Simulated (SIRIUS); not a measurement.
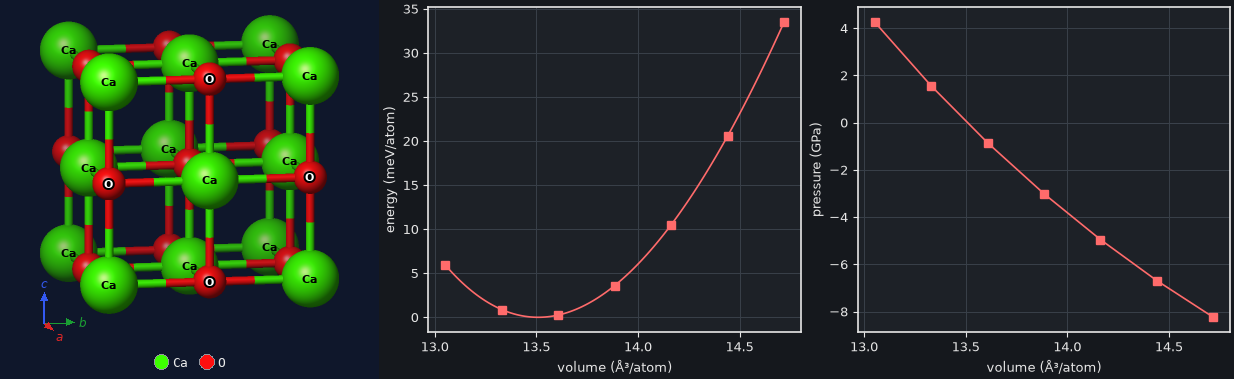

The plot gives the computed energy and pressure against volume for CaO, space group Fm-3m (No. 225). The conventional cell is drawn beside the plot.

Structure:
```
Ca O
1.0
     0.00000    2.40356    2.40356
     2.40356    0.00000    2.40356
     2.40356    2.40356    0.00000
Ca O
1 1
Direct
  0.00000 0.00000 0.00000
  0.50000 0.50000 0.50000
```

Computed with SIRIUS 7.10.0: plane-wave DFT, no spin polarisation; energies at scaled volumes of the given cell, shape and fractions fixed, counted from the fit's minimum, third-order Birch-Murnaghan fit. Level: PBEsol.

k mesh 10×10×10; occupations Fermi–Dirac; smearing width 0.05 eV; potentials dojo sr pbesol 0.4.1 standard; wave cutoff 1152 eV; density cutoff 4606 eV.

Give the values behind the plot as a table.

| volume (Å³/atom) | energy (meV/atom) | pressure (GPa) |
| --- | --- | --- |
| 13.05 | 5.92 | 4.26 |
| 13.33 | 0.88 | 1.56 |
| 13.61 | 0.26 | −0.85 |
| 13.89 | 3.60 | −3.01 |
| 14.16 | 10.50 | −4.95 |
| 14.44 | 20.58 | −6.69 |
| 14.72 | 33.50 | −8.24 |
